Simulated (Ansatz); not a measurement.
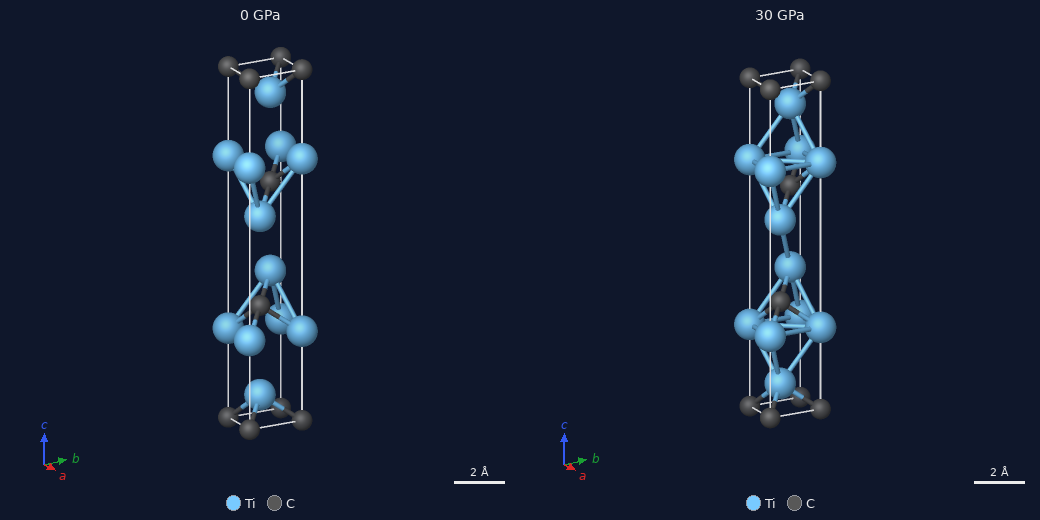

Ti2C, space group R-3m (No. 166), relaxed (cell and atoms) under a series of hydrostatic pressures; the conventional cell is drawn at the lowest and the highest, to one scale (sticks follow a distance rule). The start was a structure listed in the Materials Project. It needn't be the stable form of this composition.

Alike in all runs: Ansatz 0.2.0; functional PBEsol; potentials Ansatz PAW; cutoff 420 eV; k mesh 10 × 10 × 10 on the run's cell of 3 atoms; occupations fermi-dirac, width 0.05 eV; no spin polarisation; no spin-orbit coupling.

| pressure (GPa) | volume (Å³/atom) | a (Å) | c (Å) |
| --- | --- | --- | --- |
| 0.0 | 12.840 | 3.053 | 14.320 |
| 2.0 | 12.667 | 3.041 | 14.231 |
| 5.0 | 12.425 | 3.025 | 14.110 |
| 10.0 | 12.078 | 3.001 | 13.936 |
| 20.0 | ? | ? | ? |
| 30.0 | 11.049 | 2.927 | 13.401 |

> What equation of state do the given rows imply, and what volume does it predict for the missing row?

The fit gives V0 = 12.84 Å³/atom, B0 = 143 GPa and B0′ = 4.5, which puts the volume at 20.0 GPa at 11.51 Å³/atom. The run gave volume 11.509 Å³/atom; a 2.961 Å; c 13.643 Å.

> Which axis yields most up to 30 GPa?

The c axis: a −4.1 %, c −6.4 %, against −13.9 % in volume.

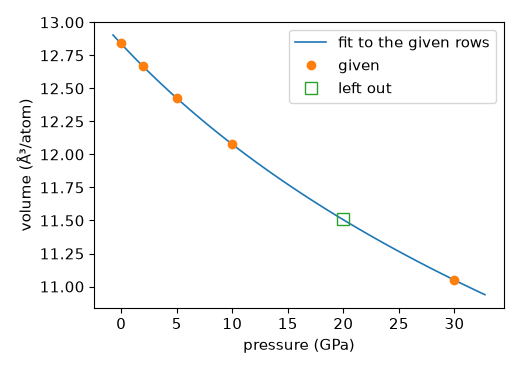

Volume against pressure, with the fit. The structure was kept in its own symmetry, so a change to another phase within this range wouldn't be seen.

Caveat: the plane-wave basis is chosen anew once the cell has moved, so the energies of steps on either side of that aren't comparable.
